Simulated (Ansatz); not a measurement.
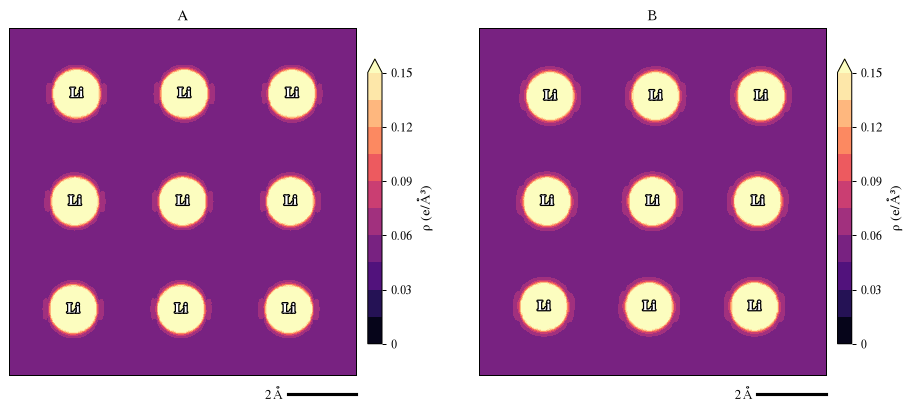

Li. The valence electron density of two cells that differ in size and shape, on the (101) plane of each (indices in the axes of the calculation cell), at one length scale and on one colour scale; one has 20.1 and the other 21.7 Å³ an atom.

Space group I4/mmm; computed without spin polarisation.

Computed with DFT r2SCAN, scalar-relativistic, plane waves, PAW in Ansatz 0.2.0.

Core electrons are frozen (PAW), and the valence fields are smoothed inside the atomic spheres.

Question: Which is the denser cell? Describe the effect of the change.

Answer: Panel B is the smaller cell, by 7 % in volume. From the larger cell to the smaller, Li–Li goes from 3.14 to 3.07 Å, and the density at its midpoint from 0.05 to 0.06 e/Å³; the pressure goes from −0.4 to 0.6 GPa.
